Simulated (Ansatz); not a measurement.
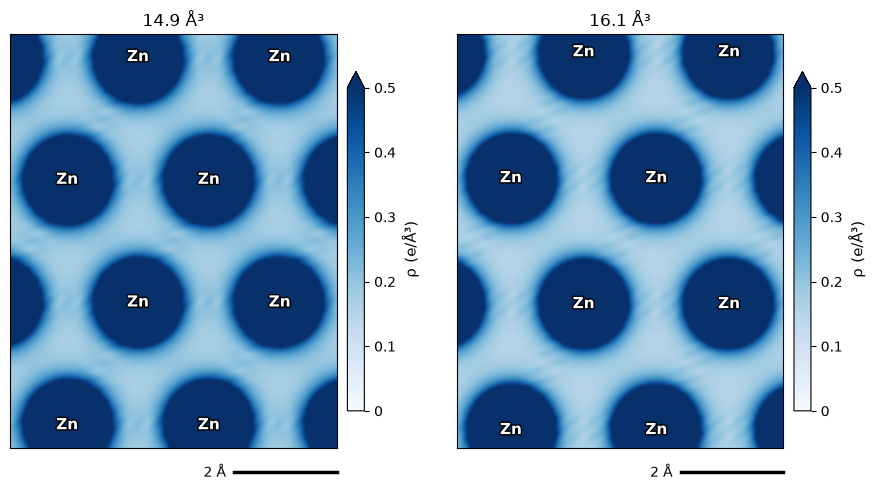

Zn. The valence charge density (pseudo) of cells scaled evenly to different volumes (given per atom above each panel), on the (100) plane of each (indices in the axes of the cell below), at one length scale and on one colour scale.

A structure from a database of computed crystals, not necessarily the ambient phase.

Method: Kohn-Sham DFT of a periodic cell, PBE0, Ansatz PAW in Ansatz 0.2.0.

The largest cell:

```
Zn
1.0
     0.00000    2.00331    2.00331
     2.00331    0.00000    2.00331
     2.00331    2.00331    0.00000
Zn
1
Direct
  0.00000 0.00000 0.00000
```

| volume (Å³/atom) | Zn–Zn contact in the plane (Å) | ρ at its midpoint (e/Å³) | pressure (GPa) | 
| --- | --- | --- | --- |
| 14.87 | 2.760 | 0.224 | 0.6 | 
| 15.17 | 2.779 | ? | ? | 
| 16.08 | 2.833 | 0.183 | −4.7 | 

### What values belong in the row with question marks?

Over the known rows ln ρ falls by 2.77 per Å of Zn–Zn distance (the line through the two), which gives 0.213 e/Å³ at 2.779 Å; the calculation gives 0.220 e/Å³. For the pressure, a straight line in volume between the neighbouring rows gives −0.7 GPa; the calculation gives −0.9.
